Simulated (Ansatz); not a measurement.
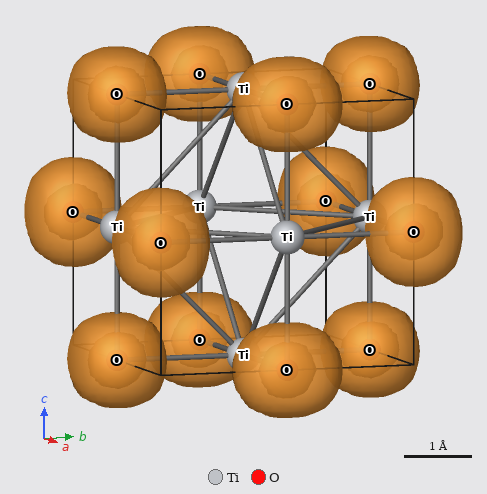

Figure 1: TiO. Isosurface of the electron localisation function at 0.75 (orange), seen slightly off an axis. Only the valence region is drawn (cores and ρ < 0.01 e/Å³ removed). Sticks mark near contacts.

Space group Pm-3m; a structure from a database of computed crystals, not necessarily the ambient phase; computed without spin polarisation.

These are results of Ansatz 0.2.0, DFT PBEsol, scalar-relativistic, plane waves, PAW, not measurements.

Core electrons are frozen (PAW), and the valence fields are smoothed inside the atomic spheres.

```xyz
6
Lattice="4.0335 0.0000 0.0000 0.0000 4.0335 0.0000 0.0000 0.0000 4.0335" Properties=species:S:1:pos:R:3 pbc="T T T"
Ti    2.0168    2.0168    0.0000
Ti    0.0000    2.0168    2.0168
Ti    2.0168    0.0000    2.0168
O     0.0000    2.0168    0.0000
O     2.0168    0.0000    0.0000
O     0.0000    0.0000    2.0168
```

### Describe the localisation domains.

The ELF exceeds this value in three regions wrapped around O (the valence shell of each), counted in one cell of 6 atoms. Regions shared between cells count once. Profiles from the grid: Ti–O (2.02 Å): the ELF peaks at about 0.80 in the valence shell of O, 0.6 Å from its nucleus, and is about 0.15 at the midpoint: no localised pair shows between them. Ti–Ti (2.85 Å): the ELF is about 0.20 at the midpoint; no shared electron pair shows on this line.
